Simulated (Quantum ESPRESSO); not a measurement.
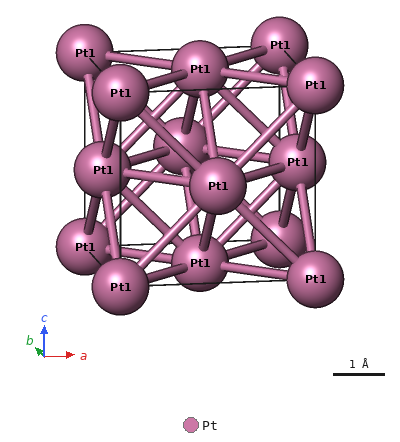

**Figure 1.** The structure as given in the input (ball-and-stick view of the cell 4 times as large as that of the calculation, set on its symmetry axes, seen slightly off an axis; atoms are numbered from 1 in the order of the input). Near neighbours in the crystal (not all of them lie inside the picture): Pt has 12 Pt at 2.77 Å.

## Band-structure run of Pt (part 1 of 2)

Pt (Fm-3m, 1 atom in the cell), computed with Kohn-Sham DFT of a periodic cell, PBEsol, PseudoDojo 0.4.1 SR PBEsol standard, no spin polarisation (Quantum ESPRESSO 7.5).

The structure derives from an entry of the Crystallography Open Database.

Output
```
This program is part of the open-source Quantum ESPRESSO suite
     for quantum simulation of materials; please cite
         "P. Giannozzi et al., J. Phys.:Condens. Matter 21 395502 (2009);
         "P. Giannozzi et al., J. Phys.:Condens. Matter 29 465901 (2017);
         "P. Giannozzi et al., J. Chem. Phys. 152 154105 (2020);
          URL
     in publications or presentations arising from this work. More details at

     Message from routine setup:
     using ibrav=0 with symmetry is DISCOURAGED, use correct ibrav instead

     K-points division:     npool     =       2
     Subspace diagonalization in iterative solution of the eigenvalue problem:
     a serial algorithm will be used

     G-vector sticks info
     --------------------
     sticks:   dense  smooth     PW     G-vecs:    dense   smooth      PW
     Sum         649     649    199                10657    10657    1837

     Using Slab Decomposition

     bravais-lattice index     =            0
     lattice parameter (alat)  =       5.2405  a.u.
     unit-cell volume          =     101.7637 (a.u.)^3
     number of atoms/cell      =            1
     number of atomic types    =            1
     number of electrons       =        18.00
     number of Kohn-Sham states=           15
     kinetic-energy cutoff     =      84.0000  Ry
     charge density cutoff     =     336.0000  Ry
     scf convergence threshold =      2.0E-10
     mixing beta               =       0.5000
     number of iterations used =            8  plain     mixing
     Exchange-correlation= PBESOL
                           (   1   4  10   8   0   0   0)

     celldm(1)=   5.240459  celldm(2)=   0.000000  celldm(3)=   0.000000
     celldm(4)=   0.000000  celldm(5)=   0.000000  celldm(6)=   0.000000

     crystal axes: (cart. coord. in units of alat)
               a(1) = (   0.000000   0.707107   0.707107 )
               a(2) = (   0.707107   0.000000   0.707107 )
               a(3) = (   0.707107   0.707107   0.000000 )

     reciprocal axes: (cart. coord. in units 2 pi/alat)
               b(1) = ( -0.707107  0.707107  0.707107 )
               b(2) = (  0.707107 -0.707107  0.707107 )
               b(3) = (  0.707107  0.707107 -0.707107 )

     PseudoPot. # 1 for Pt read from file:
     Pt.upf
     Pseudo is Norm-conserving + core correction, Zval = 18.0
     Generated using ONCVPSP code by D. R. Hamann
     Using radial grid of 1358 points,  8 beta functions with:
                l(1) =   0
                l(2) =   0
                l(3) =   1
                l(4) =   1
                l(5) =   2
                l(6) =   2
                l(7) =   3
                l(8) =   3

     atomic species   valence    mass     pseudopotential
     Pt               18.00   195.08400     Pt( 1.00)

     48 Sym. Ops., with inversion, found

   Cartesian axes

     site n.     atom                  positions (alat units)
         1        Pt     tau(   1) = (   0.0000000   0.0000000   0.0000000  )

     number of k points=    72  Fermi-Dirac smearing, width (Ry)=  0.0037
                       cart. coord. in units 2pi/alat
        k(    1) = (   0.0000000   0.0000000   0.0000000), wk =   0.0011574
        k(    2) = (   0.0589256   0.0589256  -0.0589256), wk =   0.0092593
        k(    3) = (   0.1178511   0.1178511  -0.1178511), wk =   0.0092593
        k(    4) = (   0.1767767   0.1767767  -0.1767767), wk =   0.0092593
        k(    5) = (   0.2357023   0.2357023  -0.2357023), wk =   0.0092593
        k(    6) = (   0.2946278   0.2946278  -0.2946278), wk =   0.0092593
        k(    7) = (  -0.3535534  -0.3535534   0.3535534), wk =   0.0046296
        k(    8) = (   0.1178511   0.0000000  -0.0000000), wk =   0.0069444
        k(    9) = (   0.1767767   0.0589256  -0.0589256), wk =   0.0277778
        k(   10) = (   0.2357023   0.1178511  -0.1178511), wk =   0.0277778
        k(   11) = (   0.2946278   0.1767767  -0.1767767), wk =   0.0277778
        k(   12) = (   0.3535534   0.2357023  -0.2357023), wk =   0.0277778
        k(   13) = (  -0.2946278  -0.4124790   0.4124790), wk =   0.0277778
        k(   14) = (  -0.2357023  -0.3535534   0.3535534), wk =   0.0277778
        k(   15) = (  -0.1767767  -0.2946278   0.2946278), wk =   0.0277778
        k(   16) = (  -0.1178511  -0.2357023   0.2357023), wk =   0.0277778
        k(   17) = (  -0.0589256  -0.1767767   0.1767767), wk =   0.0277778
        k(   18) = (  -0.0000000  -0.1178511   0.1178511), wk =   0.0138889
        k(   19) = (   0.2357023   0.0000000  -0.0000000), wk =   0.0069444
        k(   20) = (   0.2946278   0.0589256  -0.0589256), wk =   0.0277778
        k(   21) = (   0.3535534   0.1178511  -0.1178511), wk =   0.0277778
        k(   22) = (   0.4124790   0.1767767  -0.1767767), wk =   0.0277778
        k(   23) = (  -0.2357023  -0.4714045   0.4714045), wk =   0.0277778
        k(   24) = (  -0.1767767  -0.4124790   0.4124790), wk =   0.0277778
        k(   25) = (  -0.1178511  -0.3535534   0.3535534), wk =   0.0277778
        k(   26) = (  -0.0589256  -0.2946278   0.2946278), wk =   0.0277778
        k(   27) = (   0.0000000  -0.2357023   0.2357023), wk =   0.0138889
        k(   28) = (   0.3535534   0.0000000   0.0000000), wk =   0.0069444
        k(   29) = (   0.4124790   0.0589256  -0.0589256), wk =   0.0277778
        k(   30) = (   0.4714045   0.1178511  -0.1178511), wk =   0.0277778
        k(   31) = (  -0.1767767  -0.5303301   0.5303301), wk =   0.0277778
        k(   32) = (  -0.1178511  -0.4714045   0.4714045), wk =   0.0277778
        k(   33) = (  -0.0589256  -0.4124790   0.4124790), wk =   0.0277778
        k(   34) = (   0.0000000  -0.3535534   0.3535534), wk =   0.0138889
        k(   35) = (   0.4714045   0.0000000  -0.0000000), wk =   0.0069444
        k(   36) = (   0.5303301   0.0589256  -0.0589256), wk =   0.0277778
        k(   37) = (  -0.1178511  -0.5892557   0.5892557), wk =   0.0277778
        k(   38) = (  -0.0589256  -0.5303301   0.5303301), wk =   0.0277778
        k(   39) = (  -0.0000000  -0.4714045   0.4714045), wk =   0.0138889
        k(   40) = (   0.5892557   0.0000000  -0.0000000), wk =   0.0069444
        k(   41) = (  -0.0589256  -0.6481812   0.6481812), wk =   0.0277778
        k(   42) = (   0.0000000  -0.5892557   0.5892557), wk =   0.0138889
        k(   43) = (  -0.7071068   0.0000000   0.0000000), wk =   0.0034722
        k(   44) = (   0.2357023   0.1178511   0.0000000), wk =   0.0277778
        k(   45) = (   0.2946278   0.1767767  -0.0589256), wk =   0.0555556
        k(   46) = (   0.3535534   0.2357023  -0.1178511), wk =   0.0555556
        k(   47) = (  -0.2946278  -0.4124790   0.5303301), wk =   0.0555556
        k(   48) = (  -0.2357023  -0.3535534   0.4714045), wk =   0.0277778
        k(   49) = (   0.3535534   0.1178511   0.0000000), wk =   0.0277778
        k(   50) = (   0.4124790   0.1767767  -0.0589256), wk =   0.0555556
        k(   51) = (  -0.2357023  -0.4714045   0.5892557), wk =   0.0555556
        k(   52) = (  -0.1767767  -0.4124790   0.5303301), wk =   0.0555556
        k(   53) = (  -0.1178511  -0.3535534   0.4714045), wk =   0.0555556
        k(   54) = (  -0.0589256  -0.2946278   0.4124790), wk =   0.0555556
        k(   55) = (   0.0000000  -0.2357023   0.3535534), wk =   0.0277778
        k(   56) = (   0.4714045   0.1178511  -0.0000000), wk =   0.0277778
        k(   57) = (  -0.1767767  -0.5303301   0.6481812), wk =   0.0555556
        k(   58) = (  -0.1178511  -0.4714045   0.5892557), wk =   0.0555556
        k(   59) = (  -0.0589256  -0.4124790   0.5303301), wk =   0.0555556
        k(   60) = (   0.0000000  -0.3535534   0.4714045), wk =   0.0277778
        k(   61) = (  -0.1178511  -0.5892557   0.7071068), wk =   0.0277778
        k(   62) = (  -0.0589256  -0.5303301   0.6481812), wk =   0.0555556
        k(   63) = (  -0.0000000  -0.4714045   0.5892557), wk =   0.0277778
        k(   64) = (  -0.7071068   0.1178511  -0.0000000), wk =   0.0138889
        k(   65) = (  -0.2357023  -0.4714045   0.7071068), wk =   0.0277778
        k(   66) = (  -0.1767767  -0.4124790   0.6481812), wk =   0.0555556
        k(   67) = (  -0.1178511  -0.3535534   0.5892557), wk =   0.0277778
        k(   68) = (  -0.1178511  -0.4714045   0.7071068), wk =   0.0277778
        k(   69) = (  -0.0589256  -0.4124790   0.6481812), wk =   0.0555556
        k(   70) = (   0.0000000  -0.3535534   0.5892557), wk =   0.0277778
        k(   71) = (  -0.7071068   0.2357023   0.0000000), wk =   0.0138889
        k(   72) = (  -0.7071068   0.3535534   0.0000000), wk =   0.0069444

     Dense  grid:    10657 G-vectors     FFT dimensions: (  32,  32,  32)

     Initial potential from superposition of free atoms

     starting charge      17.9999, renormalised to      18.0000
     Starting wfcs are   10 randomized atomic wfcs +    5 random wfcs

     Self-consistent Calculation

     iteration #  1     ecut=    84.00 Ry     beta= 0.50
     Davidson diagonalization with overlap
     ethr =  1.00E-02,  avg # of iterations =  4.4

     Threshold (ethr) on eigenvalues was too large:
     Diagonalizing with lowered threshold

     Davidson diagonalization with overlap
     ethr =  4.83E-04,  avg # of iterations =  1.2

     total energy              =    -261.09452965 Ry
     estimated scf accuracy    <       0.08616119 Ry

     iteration #  2     ecut=    84.00 Ry     beta= 0.50
     Davidson diagonalization with overlap
     ethr =  4.79E-04,  avg # of iterations =  2.0

     total energy              =    -261.11353795 Ry
     estimated scf accuracy    <       0.00297256 Ry

     iteration #  3     ecut=    84.00 Ry     beta= 0.50
     Davidson diagonalization with overlap
     ethr =  1.65E-05,  avg # of iterations =  2.9

     total energy              =    -261.11385080 Ry
     estimated scf accuracy    <       0.00041533 Ry

     iteration #  4     ecut=    84.00 Ry     beta= 0.50
     Davidson diagonalization with overlap
     ethr =  2.31E-06,  avg # of iterations =  2.4

     total energy              =    -261.11388324 Ry
     estimated scf accuracy    <       0.00000423 Ry

     iteration #  5     ecut=    84.00 Ry     beta= 0.50
     Davidson diagonalization with overlap
     ethr =  2.35E-08,  avg # of iterations =  2.0

     total energy              =    -261.11388440 Ry
     estimated scf accuracy    <       0.00000041 Ry

     iteration #  6     ecut=    84.00 Ry     beta= 0.50
     Davidson diagonalization with overlap
     ethr =  2.27E-09,  avg # of iterations =  1.1

     total energy              =    -261.11388441 Ry
     estimated scf accuracy    <       0.00000002 Ry

     iteration #  7     ecut=    84.00 Ry     beta= 0.50
     Davidson diagonalization with overlap
     ethr =  8.80E-11,  avg # of iterations =  2.1

     total energy              =    -261.11388441 Ry
     estimated scf accuracy    <          5.7E-09 Ry

     iteration #  8     ecut=    84.00 Ry     beta= 0.50
     Davidson diagonalization with overlap
     ethr =  3.15E-11,  avg # of iterations =  2.0

     End of self-consistent calculation

          k = 0.0000 0.0000 0.0000 (  1363 PWs)   bands (ev):

   -75.2720 -29.1434 -29.1434 -29.1434  13.0957  19.6017  19.6017  19.6017
    21.7872  21.7872  37.9673  42.9033  42.9033  42.9033  48.2228

          k = 0.0589 0.0589-0.0589 (  1327 PWs)   bands (ev):

   -75.2698 -29.1758 -29.1480 -29.1480  13.3744  19.4798  19.7101  19.7101
    21.7285  21.7285  38.3923  41.5832  43.3272  43.3272  49.5875

          k = 0.1179 0.1179-0.1179 (  1330 PWs)   bands (ev):

   -75.2637 -29.2640 -29.1607 -29.1607  14.1473  19.2351  19.9315  19.9315
    21.6799  21.6799  39.2269  39.3868  44.5057  44.5057  48.2142

          k = 0.1768 0.1768-0.1768 (  1332 PWs)   bands (ev):

   -75.2555 -29.3829 -29.1780 -29.1780  15.1531  19.2363  19.9802  19.9802
    21.9601  21.9601  36.6394  39.7022  45.9275  45.9275  46.7975

          k = 0.2357 0.2357-0.2357 (  1326 PWs)   bands (ev):

   -75.2473 -29.5004 -29.1953 -29.1953  15.8416  19.8042  19.8042  20.0713
    22.5891  22.5891  33.6710  38.7380  44.6726  44.6726  48.3191

          k = 0.2946 0.2946-0.2946 (  1326 PWs)   bands (ev):

   -75.2412 -29.5855 -29.2079 -29.2079  16.0190  19.6166  19.6166  21.7381
    23.2062  23.2062  30.7299  37.8426  42.9394  42.9394  50.7381

          k =-0.3536-0.3536 0.3536 (  1350 PWs)   bands (ev):

   -75.2390 -29.6164 -29.2125 -29.2125  16.0282  19.5428  19.5428  22.8408
    23.4626  23.4626  29.2105  37.5304  42.2911  42.2911  51.5738

          k = 0.1179 0.0000-0.0000 (  1331 PWs)   bands (ev):

   -75.2690 -29.1749 -29.1555 -29.1555  13.4682  19.3580  19.7950  19.7950
    21.5160  21.8860  38.5472  42.0047  42.9582  42.9582  50.3377

          k = 0.1768 0.0589-0.0589 (  1329 PWs)   bands (ev):

   -75.2643 -29.2405 -29.1705 -29.1643  14.0830  19.0903  20.0214  20.0369
    21.2872  21.9735  39.3972  40.2403  43.2652  43.9379  49.1244

          k = 0.2357 0.1179-0.1179 (  1338 PWs)   bands (ev):

   -75.2568 -29.3470 -29.1892 -29.1791  15.0514  18.9138  20.0433  20.1839
    21.4893  22.2296  37.7539  40.1106  43.7380  44.9047  47.4310

          k = 0.2946 0.1768-0.1768 (  1330 PWs)   bands (ev):

   -75.2485 -29.4623 -29.2064 -29.1989  15.9100  19.2929  19.7595  20.0815
    22.3159  22.7683  34.8137  39.4147  43.2610  44.8030  48.5905

          k = 0.3536 0.2357-0.2357 (  1320 PWs)   bands (ev):

   -75.2418 -29.5557 -29.2183 -29.2176  16.2190  19.4879  19.8808  20.4736
    23.3042  23.4850  31.6768  38.4286  42.2266  43.2600  49.8029

          k =-0.2946-0.4125 0.4125 (  1329 PWs)   bands (ev):

   -75.2383 -29.6031 -29.2320 -29.2199  16.2493  19.3639  19.7423  21.5402
    23.4789  24.6951  29.3372  37.9453  41.8296  41.9190  51.0544

          k =-0.2357-0.3536 0.3536 (  1325 PWs)   bands (ev):

   -75.2390 -29.5929 -29.2363 -29.2125  16.2550  19.4163  19.7406  21.3920
    23.1363  24.5416  29.9515  38.0390  41.3959  42.8043  50.2627

          k =-0.1768-0.2946 0.2946 (  1322 PWs)   bands (ev):

   -75.2438 -29.5276 -29.2298 -29.1976  16.1832  19.6038  19.8849  20.1540
    22.4238  23.6520  32.7332  38.6902  42.0228  44.8178  47.8062

          k =-0.1179-0.2357 0.2357 (  1327 PWs)   bands (ev):

   -75.2513 -29.4243 -29.2139 -29.1789  15.6868  19.1310  19.9012  20.1044
    21.6633  22.8112  35.8298  39.6891  43.2430  45.4409  47.6135

          k =-0.0589-0.1768 0.1768 (  1332 PWs)   bands (ev):

   -75.2595 -29.3106 -29.1920 -29.1616  14.7094  19.0109  20.0351  20.1342
    21.2907  22.1659  38.5038  39.9127  43.3572  45.9340  46.2374

          k =-0.0000-0.1179 0.1179 (  1327 PWs)   bands (ev):

   -75.2663 -29.2193 -29.1680 -29.1503  13.8225  19.2652  19.8673  19.9105
    21.4617  21.8690  39.0277  40.5235  42.9706  44.4588  49.0393

          k = 0.2357 0.0000-0.0000 (  1319 PWs)   bands (ev):

   -75.2610 -29.2599 -29.1884 -29.1884  14.5110  18.7448  20.3635  20.3635
    20.8612  22.1634  40.1187  41.0807  42.5036  42.5036  49.4309

          k = 0.2946 0.0589-0.0589 (  1325 PWs)   bands (ev):

   -75.2548 -29.3366 -29.2094 -29.2063  15.3303  18.4284  20.2039  20.6708
    21.2039  22.4118  39.2304  40.9882  41.9397  42.8778  47.0873

          k = 0.3536 0.1179-0.1179 (  1319 PWs)   bands (ev):

   -75.2473 -29.4337 -29.2291 -29.2280  16.2411  18.3996  19.7093  20.6926
    22.3324  22.8999  36.1864  40.3864  41.2658  43.2371  47.6509

          k = 0.4125 0.1768-0.1768 (  1322 PWs)   bands (ev):

   -75.2405 -29.5189 -29.2568 -29.2392  16.6996  18.9229  19.4610  20.5112
    23.3979  23.9235  32.7976  39.2849  40.6720  42.5256  49.8353

          k =-0.2357-0.4714 0.4714 (  1324 PWs)   bands (ev):

   -75.2363 -29.5695 -29.2824 -29.2400  16.7915  18.9460  20.1762  20.3206
    23.5245  25.8473  29.8177  38.5300  40.7475  41.1577  50.5052

          k =-0.1768-0.4125 0.4125 (  1317 PWs)   bands (ev):

   -75.2357 -29.5737 -29.2980 -29.2303  16.8500  18.9602  20.2314  20.4905
    23.1219  26.4033  29.3920  38.1512  40.2363  41.8657  50.0821

          k =-0.1179-0.3536 0.3536 (  1323 PWs)   bands (ev):

   -75.2390 -29.5322 -29.2976 -29.2127  16.8917  19.1558  19.8036  20.2915
    22.3400  25.1356  32.0425  38.2321  40.2408  43.9614  47.5109

          k =-0.0589-0.2946 0.2946 (  1328 PWs)   bands (ev):

   -75.2453 -29.4590 -29.2779 -29.1917  16.5943  18.8434  19.5776  20.5024
    21.4576  24.0076  35.0654  38.8285  41.1711  44.9120  46.6092

          k = 0.0000-0.2357 0.2357 (  1341 PWs)   bands (ev):

   -75.2528 -29.3779 -29.2392 -29.1730  15.6615  18.7343  19.9084  20.6111
    20.9222  22.9663  37.4203  39.8176  43.0483  43.0639  47.8688

          k = 0.3536 0.0000 0.0000 (  1331 PWs)   bands (ev):
```
